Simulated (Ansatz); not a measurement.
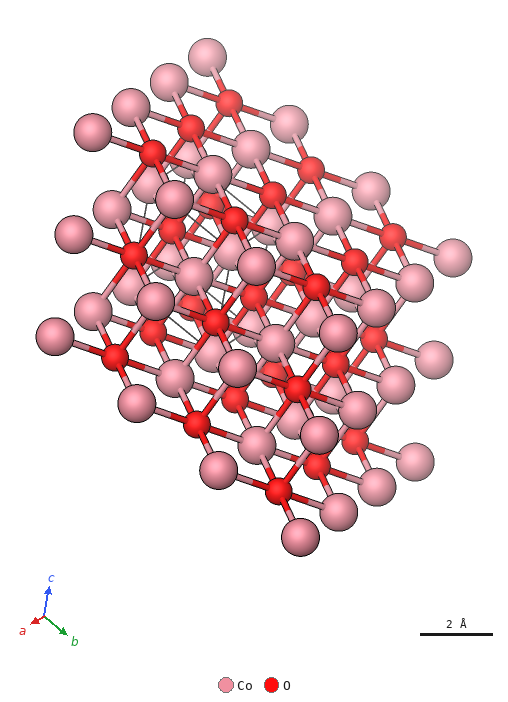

Figure 1. The input geometry (ball-and-stick view of the cell of the calculation, repeated 3 × 3 × 2, seen slightly off an axis). Near neighbours in the crystal (not all of them lie inside the picture): Co has 6 O at 2.11 to 2.13 Å; O has 6 Co at 2.11 to 2.13 Å.

Run report: CoO, single-point calculation

- system: CoO (I4/mmm, 2 atoms in the cell)
- method: DFT PBE+U, scalar-relativistic, plane waves, PAW, Ueff = 3.32 eV on Co d, spin-polarised (Ansatz 0.2.0)

The structure derives from an entry of the Crystallography Open Database. Figures and captions count atoms from 1; the log counts them from 0 in places.

Output:
```
Co: projections on atomic orbitals take those of the free atom [Ne] 3s2 3p6 3d7 4s2, of charge +0.00 (hamiltonian.pseudopotentials.projection_atoms); the dataset's partial waves leave at most 1.4e-6 of an orbital's norm unspanned inside its sphere
O: projections on atomic orbitals take those of the free atom [He] 2s2 2p4, of charge +0.00 (hamiltonian.pseudopotentials.projection_atoms); the dataset's partial waves leave at most 1.9e-8 of an orbital's norm unspanned inside its sphere
Engine: ansatz 0.2.0, x86_64-unknown-linux-gnu
Pseudopotentials: kind: paw
Pseudopotential: Co, paw, valence charge 17, recommended cutoff 420 eV (normal), Co.paw.azcp
Pseudopotential: O, paw, valence charge 6, recommended cutoff 420 eV (normal), O.paw.azcp
Functional definition: PBE
  parameter kappa = 0.804
  parameter beta = 0.06672455060314922
  exchange = pbe_x(kappa = kappa, mu = beta*pi^2/3)
  correlation = pbe_c(beta = beta)
Crystal: 2 atoms, lattice volume = 19.168 Å³
Basis set: ecut = 420 eV, 339 PW (Γ), exchange–correlation on 48×48×48 points (8 copies of the dense FFT grid, shifted against one another)
Bands: 17, of which v1, the nominal top of the filled ones, is band 12 counted from 1 (11 counted from 0)
Symmetry: 16 space group operations
Space group: I4/mmm (ITA 139), of the structure as read, at distance tolerance 2.7e-5 Å
Magnetic group: BNS 139.531 (UNI 1191), of the structure as read, at distance tolerance 2.7e-5 Å
k-points: 59 of 512
Non-local potential: Co, projectors of the file, l = 0: 3, l = 1: 2, l = 2: 3, l = 3: 1
Non-local potential: O, projectors of the file, l = 0: 2, l = 1: 2, l = 2: 1
PAW form: soft (Blöchl's): semilocal exchange-correlation on the pseudo side does not see the compensation charge
PAW one-centre angular grid: Co, 590 points (default); XC on 64 Gauss nodes
PAW one-centre angular grid: O, 110 points (default); XC on 64 Gauss nodes
Initial density: superposition of atomic densities (chi_scale 0.1, normalization cell, long waves kept (reshape's long-wave potential 0.00 eV rms))
Starting moments: Σ|m| = 3 μB on 1 of 2 sites
Initial wavefunctions: pseudopotential atomic-orbital guess
Functional: x = pbe(κ = 0.804, μ = 0.2195149727645171), c = pbe(β = 0.06672455060314922)
SCF iter   1: F=—  HF=-5691.840135 eV  |F-HF|=—  |Δ(HF+E_count)|=         —  Δρ=3.40e-1 (↑9.52e-2 ↓3.40e-1)  dr2=2.58e1  dr2_m=3.59e0  M=1.634 μB ∫|m|=1.634 μB  β_m=0.30  ethr=3.10e-3  ⟨swp⟩=5.1  Hψ=8539  notcnv=0
preconditioner: auto → none  [metal: Δε(μ)=0.002 eV  Ē_g=14.726 eV  σ=0.100 eV  W_gap=0.01  n_scr=8 (ndim 8)  ℏωp=32.8 eV  f_vac=0.000  D(μ)=4.05/eV (n_scr^D=64)  sad-step TF]
SCF iter   2: F=—  HF=-5690.269375 eV  |F-HF|=—  |Δ(HF+E_count)|=    1.57e0  Δρ=7.00e-2 (↑6.95e-2 ↓7.00e-2)  dr2=1.50e0  dr2_m=1.28e-1  M=3.000 μB ∫|m|=3.006 μB  β_m=0.30  ethr=3.10e-3  ⟨swp⟩=3.0  Hψ=5386  notcnv=0  defer=75
SCF iter   3: F=—  HF=-5690.234484 eV  |F-HF|=—  |Δ(HF+E_count)|=   3.49e-2  Δρ=4.05e-2 (↑3.75e-2 ↓4.05e-2)  dr2=3.03e-1  dr2_m=8.04e-2  M=3.000 μB ∫|m|=3.005 μB  β_m=0.30  ethr=3.10e-3  ⟨swp⟩=2.2  Hψ=4009  notcnv=0  defer=65
Mixer restart at iter 3: flushing history
spin-set hold released at iteration 3 (the charge has settled, or the pull on large starting moments outlasts its swing): the magnetisation degrees of freedom join the quasi-Newton model from the next iteration; the mixer history was flushed
SCF iter   4: F=—  HF=-5690.361214 eV  |F-HF|=—  |Δ(HF+E_count)|=   1.27e-1  Δρ=3.46e-2 (↑1.43e-2 ↓3.46e-2)  dr2=9.04e-2  dr2_m=6.85e-2  M=2.955 μB ∫|m|=2.958 μB  β_m=0.38  ethr=1.32e-3  ⟨swp⟩=2.3  Hψ=3802  notcnv=0  defer=66
SCF iter   5: F=—  HF=-5690.510026 eV  |F-HF|=—  |Δ(HF+E_count)|=   1.49e-1  Δρ=3.76e-2 (↑1.69e-2 ↓3.76e-2)  dr2=1.20e-1  dr2_m=6.31e-2  M=3.000 μB ∫|m|=3.007 μB  β_m=0.52  ethr=3.93e-4  ⟨swp⟩=2.2  Hψ=3356  notcnv=0  defer=72
SCF iter   6: F=—  HF=-5690.700825 eV  |F-HF|=—  |Δ(HF+E_count)|=   1.91e-1  Δρ=2.34e-2 (↑8.30e-3 ↓2.34e-2)  dr2=5.54e-2  dr2_m=2.35e-2  M=3.000 μB ∫|m|=3.011 μB  β_m=0.84  ethr=3.93e-4  ⟨swp⟩=2.6  Hψ=3602  notcnv=0  defer=75
SCF iter   7: F=—  HF=-5690.764888 eV  |F-HF|=—  |Δ(HF+E_count)|=   6.41e-2  Δρ=5.70e-3 (↑1.81e-3 ↓5.70e-3)  dr2=6.72e-3  dr2_m=1.06e-3  M=3.000 μB ∫|m|=3.014 μB  β_m=0.92  ethr=2.41e-4  ⟨swp⟩=2.5  Hψ=3749  notcnv=0  defer=75
SCF iter   8: F=—  HF=-5690.763960 eV  |F-HF|=—  |Δ(HF+E_count)|=   9.28e-4  Δρ=1.50e-3 (↑1.33e-3 ↓1.50e-3)  dr2=6.23e-4  dr2_m=1.56e-4  M=3.000 μB ∫|m|=3.014 μB  β_m=0.79  ethr=2.92e-5  ⟨swp⟩=1.8  Hψ=3194  notcnv=0  defer=75
SCF iter   9: F=—  HF=-5690.763865 eV  |F-HF|=—  |Δ(HF+E_count)|=   9.53e-5  Δρ=1.08e-3 (↑1.75e-4 ↓1.08e-3)  dr2=1.04e-4  dr2_m=5.65e-5  M=3.000 μB ∫|m|=3.014 μB  β_m=0.90  ethr=2.71e-6  ⟨swp⟩=2.1  Hψ=2794  notcnv=0  defer=75
SCF iter  10: F=—  HF=-5690.763890 eV  |F-HF|=—  |Δ(HF+E_count)|=   2.51e-5  Δρ=3.16e-4 (↑2.73e-5 ↓3.16e-4)  dr2=7.44e-6  dr2_m=4.18e-6  M=3.000 μB ∫|m|=3.014 μB  β_m=0.90  ethr=4.54e-7  ⟨swp⟩=2.3  Hψ=2876  notcnv=0  defer=75
SCF iter  11: F=—  HF=-5690.763902 eV  |F-HF|=—  |Δ(HF+E_count)|=   1.17e-5  Δρ=9.23e-5 (↑2.48e-5 ↓9.23e-5)  dr2=2.93e-7  dr2_m=4.59e-7  M=3.000 μB ∫|m|=3.014 μB  β_m=0.95  ethr=3.23e-8  ⟨swp⟩=2.3  Hψ=2805  notcnv=0  defer=75
SCF iter  12: F=-5690.763903 eV  HF=-5690.763903 eV  |F-HF|=1.25e-9  |Δ(HF+E_count)|=   1.08e-6  Δρ=8.01e-6 (↑2.94e-6 ↓8.01e-6)  dr2=5.15e-9  dr2_m=4.02e-9  M=3.000 μB ∫|m|=3.014 μB  ethr=4.35e-10  ⟨swp⟩=7.0  Hψ=9333  notcnv=0
SCF 1 converged in 12 iterations: F = -5690.763903 eV  dr2 = 5.15e-9
  greatest PAW one-centre occupation: 1.004 electrons in one spin orbital (limit 2), on the Co atom at site 0 (counted from 0), in its partial waves of l = 1
```

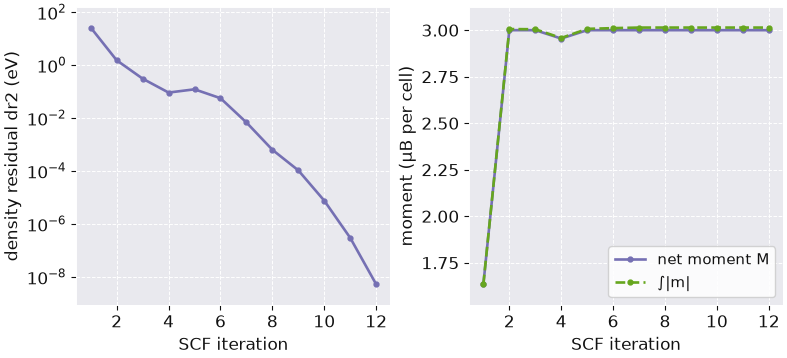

Figure 2. Convergence of the self-consistent field: density residual dr2 and magnetic moment against the SCF iteration. The residual falls almost steadily, with no more than small rises. The net moment goes from 1.6 to 3.0 μB per cell.

```
SCF converged after 12 iterations
Magnetization: 3.0000 μB (13.0000 up, 10.0000 down)
Absolute magnetization: 3.0144 μB (∫|ρ↑−ρ↓|, with the PAW one-centre terms)
Spin contamination: 0.0060 ħ² per cell (⟨S²⟩ above its minimum at these occupations)
Per-site moments (μB) at R_I (Å): [(2.593356360202308, 0.8692406063962499), (0.27289449242108627, 0.8692406063962499)]
Free energy (F): -5690.763903 eV
Harris-Foulkes:  -5690.763903 eV  (|F-HF|=1.25e-9)
Internal energy: -5690.754325 eV  (E = F + TS)
E sigma→0 (E₀):  -5690.759114 eV
Entropy (-TS):   -0.009578 eV (-4.789 meV/atom)
Fermi energy:    13.746588 eV
--- Per-component energies (eV) ---
  E_band       = -313.768808
  E_kinetic    = 617.476723
  E_local      = -3418.246056  (includes V_loc(G=0)·N_el)
  E_nonlocal   = 513.672475
  E_hartree    = 1402.374667
  E_xc         = -228.832819
  E_vxc        = -294.082089  (∫ρ·V_xc dr)
  E_hubbard    = 1.247153  (on-site DFT+U / exact-exchange correction)
  E_vhub       = -9.666253  (the Hubbard potential's part of the band-sum identity)
  E_paw        = -1676.458803  (= ΣΔE_a)
  E_vpaw       = -527.672941  (= ΣTr[D̂ρ^β])
  E_aug_tail   = 0.002475  (compensation charges beyond the density's cutoff)
  E_ewald      = -2901.990140
  E_smearing   = -0.009578  (= −TS)
  E_closure    = -0.000000  (closes the sum)
  Σ components = -5690.763903   (vs F -5690.763903, Δ=0.00e0)
--- Forces (eV/Å), atoms counted from 1 ---
  atom   1  Co    -0.00000000     0.00000000     0.00000000
  atom   2  O     -0.00000000     0.00000000     0.00000000
  max |Σ_I F_I| component: 1.79e-31 eV/Å
--- Stress (GPa, compression-positive) ---
        6.847224       0.000000      -0.000000
        0.000000       6.847224      -0.000000
        0.000000       0.000000      -1.269233
  P = ⅓ Tr σ = 4.1417 GPa (41.417 kbar)
--- Band table (eV; the first three rows and the last of 118) ---
  k-point 0 ↑: bands = ["-83.1566", "-46.9962", "-46.1138", "-46.1138", "-6.0642", "8.6205", "8.7672", "8.7672", "8.9925", "9.6574", "10.9993", "11.1480", "11.1480", "15.0568", "30.8109", "31.9650", "31.9650"]
  k-point 1 ↑: bands = ["-83.1561", "-46.9983", "-46.1191", "-46.1158", "-5.8547", "7.8827", "8.6472", "8.6977", "8.7830", "9.4784", "11.0843", "11.2622", "11.3565", "16.4808", "28.5651", "30.7571", "30.9223"]
  k-point 2 ↑: bands = ["-83.1547", "-47.0035", "-46.1317", "-46.1206", "-5.3934", "6.7776", "8.3619", "8.7152", "8.8822", "9.3549", "11.0248", "11.2134", "11.4668", "18.8795", "26.4912", "26.8149", "29.7656"]
  k-point 58 ↓: bands = ["-79.9194", "-43.5331", "-43.1435", "-43.1435", "-4.1517", "7.6203", "10.0058", "10.2734", "10.2734", "13.9547", "13.9547", "15.8224", "16.1184", "20.7588", "24.4919", "26.1904", "30.3530"]
Occupation matrices written to [file]
--- Löwdin populations: 2 sites ---
  site symbol       q [e]    m [muB]
     0     Co     15.8396     2.6510
     1      O      7.0349     0.3502
  spilling = 0.005458 (of n_electrons = 23.000000)
```

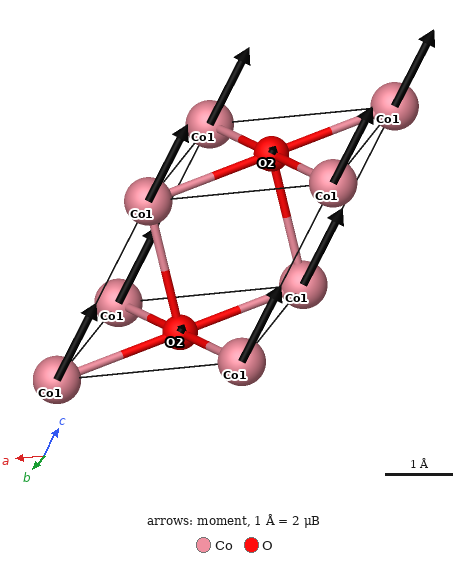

Figure 3. Magnetic moments of the sites as black arrows (ball-and-stick view of the cell of the calculation, seen at an oblique angle; atoms are numbered from 1 in the order of the input); small moments hardly show. The run is collinear, so the axis drawn is arbitrary. Site moments: Co1 (2.59 μB); O2 (0.27 μB). They are counted near the atoms and needn't add up to the moment of the cell.

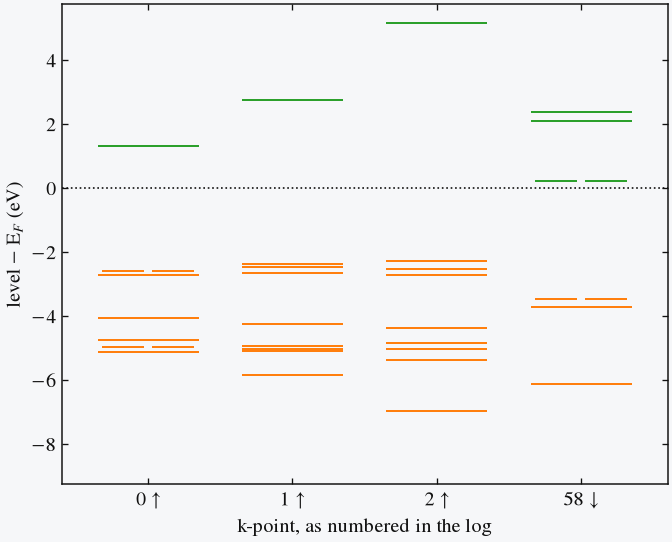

Figure 4. Kohn–Sham levels near the Fermi level (dotted) at the few k-points that the log prints; levels within 0.02 eV of each other stand side by side. The system is metallic on the full mesh.

This output came from the following input.

The input:
```yaml
crystal:
  lattice:
    - [-1.5080001529, 1.5080001529, 2.1072499549]
    - [1.5080001529, -1.5080001529, 2.1072499549]
    - [1.5080001529, 1.5080001529, -2.1072499549]
  atoms:
    - { symbol: Co, position: [0.0, 0.0, 0.0], spin: 3.0 }
    - { symbol: O, position: [0.5, 0.5, 0.0] }
basis:
  ecutwfc: 420
kpoints:
  mp_grid: { grid: [8, 8, 8] }
hamiltonian:
  xc: pbe
  hubbard: { sites: [{ species: Co, l: d, u_eff: 3.32 }] }
scf:
  occupations: { method: gaussian, width: 0.1 }
  lower_state_search: "off"
output:
  forces: true
  stress: true
  eigenvalues: true
  populations: true
magnetization:
  spin_polarized: true
```

Launch command:
```bash
ansatz run input.yaml --threads 1 --pin off --max-ram 3072MiB --backend cpu --events-out ev --progress --plain --runs-dir out
```

Key numbers:

```json
{"quantity": "outcome", "value": "converged"}
{"quantity": "space group (tolerance 0.01 Å)", "value": "I4/mmm (139)"}
{"quantity": "electrons treated", "value": "23"}
{"quantity": "free energy", "value": "−5690.7639 eV"}
{"quantity": "Fermi energy", "value": "13.747 eV"}
{"quantity": "gap on the k-point mesh", "value": "none (metallic)"}
{"quantity": "net moment of the cell", "value": "3.00 μB"}
{"quantity": "integrated absolute moment", "value": "3.01 μB"}
{"quantity": "pressure", "value": "4.14 GPa"}
{"quantity": "largest force (length of the vector)", "value": "under 0.001 eV/Å"}
{"quantity": "hardware", "value": "1 thread of Intel Xeon @ 2.50GHz (Skylake/Cascade Lake), 192 GiB of memory available, shared host"}
{"quantity": "wall time", "value": "10 s"}
{"quantity": "peak memory", "value": "0.34 GiB"}
```

Notes:

The electronic state found may not be the lowest one.
